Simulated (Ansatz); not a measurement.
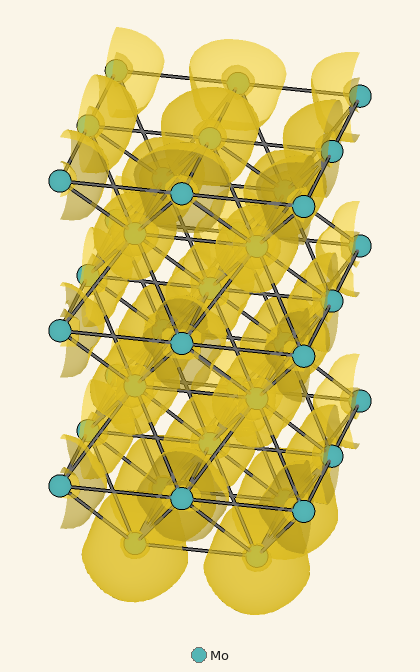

Density of all states between +0.25 and +0.50 eV (zero: the Fermi level) of Mo(100) (Fm-3m bulk, 6 atomic planes (those closer than 0.6 Å count as one), 10 Å): yellow isosurface at 1.9 × 10⁻² e/Å³, seen from the side, tilted.

The picture shows the smooth PAW orbitals' density alone, which lacks about 18 % of these states' charge, near the nuclei; the shares below count all of it.

All numbers here come from DFT PBE, scalar-relativistic, plane waves, PAW in Ansatz 0.2.0. Cutoff 420 eV, 21 × 21 k-points, Gaussian smearing 0.1 eV, dipole correction. The slab is a cut without reconstruction beyond its cell, at the source's lattice constants, with its lower half held fixed and the rest relaxed. This isn't the element's usual bcc form. No spin polarisation. The run warns that the functional's potential is rough in the thin density of the vacuum, where the tip is; weak contrasts and barriers may feel it. On this mesh the free atoms still feel up to 0.22 eV/Å.

### Where in the slab do these states sit?

The window holds 2 states per cell. Shares by plane (space cut midway between planes), top to bottom: Mo 20 %, Mo 12 %, Mo 14 %, Mo 14 %, Mo 15 %, Mo 26 %; the outer planes' shares include the vacuum, and density in a gap between layers is shared out between the planes on either side.
